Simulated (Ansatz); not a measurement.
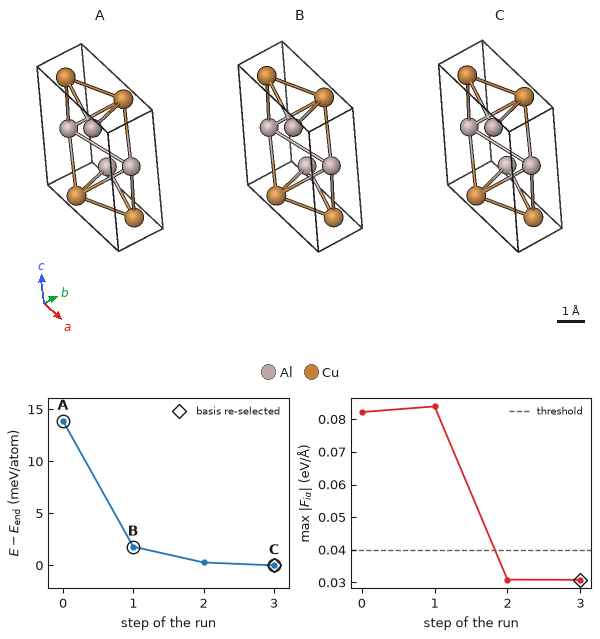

Frames of a relaxation of crystalline Al₂Cu (built on the database_140 type) (coarse preliminary run), marked on the history of the run. Style: ball-and-stick. Shown: the cell of the calculation, slightly off an axis.

Case: structure listed in a database for this formula (I4/mcm, No. 140).

Level of theory: DFT PBE, scalar-relativistic, plane waves, PAW (Ansatz).

The input:
```yaml
crystal:
  lattice:
    - [-2.9988978291, 2.9988978291, 2.3927372905]
    - [2.9988978291, -2.9988978291, 2.3927372905]
    - [2.9988978291, 2.9988978291, -2.3927372905]
  atoms:
    - { symbol: Al, position: [0.84139308, 0.65860692, 0.5] }
    - { symbol: Al, position: [0.65860692, 0.15860692, 0.81721383] }
    - { symbol: Al, position: [0.34139308, 0.84139308, 0.18278617] }
    - { symbol: Al, position: [0.15860692, 0.34139308, 0.5] }
    - { symbol: Cu, position: [0.25, 0.25, 0.0] }
    - { symbol: Cu, position: [0.75, 0.75, 0.0] }
basis:
  ecutwfc: 420
kpoints:
  mp_grid: { grid: [4, 4, 4] }
hamiltonian:
  xc: pbe
scf:
  occupations: { method: gaussian, width: 0.1 }
  lower_state_search: "off"
output:
  forces: true
  stress: true
  eigenvalues: true
relax:
  adjacent_minimum: "off"
  f_tol: 0.04
  max_steps: 70
  cell: { stress_tol: 0.4 }
```

Command:
```bash
ansatz run input.yaml --threads 1 --pin off --max-ram 2560MiB --backend cpu --events-out ev --progress --plain --runs-dir out
```

Describe the path.

Answer. Over 2 accepted moves (3 points after the start) the energy falls by 13.9 meV per atom. Largest force component: 0.082 eV/Å at the start, 0.031 eV/Å at the end. The pressure goes from 4.22 to 0.15 GPa. The SCF was repeated once at an unchanged geometry on a basis and grid sized afresh for the cell, which shifted the energy by 0.3 meV per atom at most. The largest moves relative to the cell, 0.017 Å, are those of Al1, Al2, Al3 and Al4. Al3 goes along [1 1 2]. Cu stays in place. Cell: a = b = c 4.869 → 4.949 Å (+1.6 %), α 104.0° → 103.3°, β 104.0° → 103.3°, γ 121.1° → 122.7°. Volume +4.0 %. Near-neighbour distances that change, for instance: Al1–Cu5 2.555 → 2.604 Å, Al1–Al4 2.691 → 2.721 Å, Al1–Al4 (another image) 2.851 → 2.874 Å, Cu5–Cu6 2.393 → 2.372 Å. The space group stays I4/mcm (No. 140). From step 0 to 1: volume +2.9 %, energy −12.1 meV per atom. From step 1 to 3: volume +1.0 %, energy −1.8 meV per atom.

```tsv
step	E − E(0), meV/atom	largest force component, eV/Å	pressure, GPa	volume, Å³/atom	note
0	0.00	0.0822	4.22	14.346	
1	-12.10	0.0839	1.14	14.767	
2	-13.62	0.0309	0.13	14.918	
3	-13.90	0.0308	0.15	14.918	same geometry, new basis
```
